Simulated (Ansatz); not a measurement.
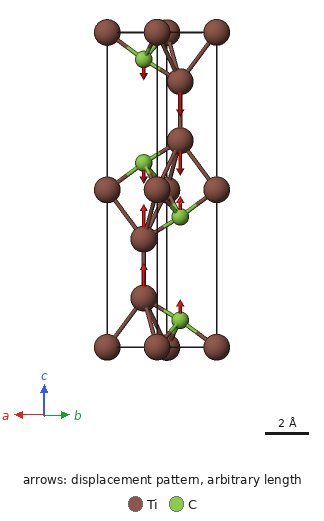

One vibrational mode of crystalline Ti3C2 at the zone centre. The red arrows give the relative displacements of the atoms. Style: ball-and-stick. Shown: the cell of the calculation, from a free direction.

These are results of DFT PBEsol, scalar-relativistic, plane waves, PAW in Ansatz 0.2.0, not measurements.

The input:
```yaml
crystal:
  lattice:
    - [3.0436673995, 0.0, 0.0]
    - [-1.5218336998, 2.6358932886, 0.0]
    - [0.0, 0.0, 14.9877853104]
  atoms:
    - { symbol: Ti, position: [0.3333333333, 0.6666666667, 0.8437107012] }
    - { symbol: Ti, position: [0.6666666667, 0.3333333333, 0.3437107012] }
    - { symbol: Ti, position: [0.6666666667, 0.3333333333, 0.1562892988] }
    - { symbol: Ti, position: [0.3333333333, 0.6666666667, 0.6562892988] }
    - { symbol: Ti, position: [0.0, 0.0, 0.0] }
    - { symbol: Ti, position: [0.0, 0.0, 0.5] }
    - { symbol: C, position: [0.6666666667, 0.3333333333, 0.9143060915] }
    - { symbol: C, position: [0.3333333333, 0.6666666667, 0.4143060915] }
    - { symbol: C, position: [0.6666666667, 0.3333333333, 0.5856939085] }
    - { symbol: C, position: [0.3333333333, 0.6666666667, 0.0856939085] }
basis:
  ecutwfc: 420
kpoints:
  mp_grid: { grid: [12, 12, 4] }
hamiltonian:
  xc: pbesol
scf:
  occupations: { method: fermi_dirac, width: 0.15 }
output:
  eigenvalues: true
phonons:
  method: dfpt
  eigenvectors: true
```

Launched with:
```bash
ansatz run input.yaml --threads 2 --pin off --max-ram 7168MiB --backend cpu --events-out ev --progress --plain --runs-dir out
```

The frequencies depend somewhat on the k-mesh and the smearing.

### Give the symmetry, activity and frequency of this mode.

This is the B₁g mode at 237 cm⁻¹, optical level 5 of 18, counted from below (1 lower level is imaginary, so the structure is unstable), silent by symmetry (neither infrared- nor Raman-active). The Ti (2a) atoms stay at rest; all motion is along c; atoms of one kind move against one another, with no net shift of any sublattice; the kinetic energy is shared as Ti 92 %, C 8 %.
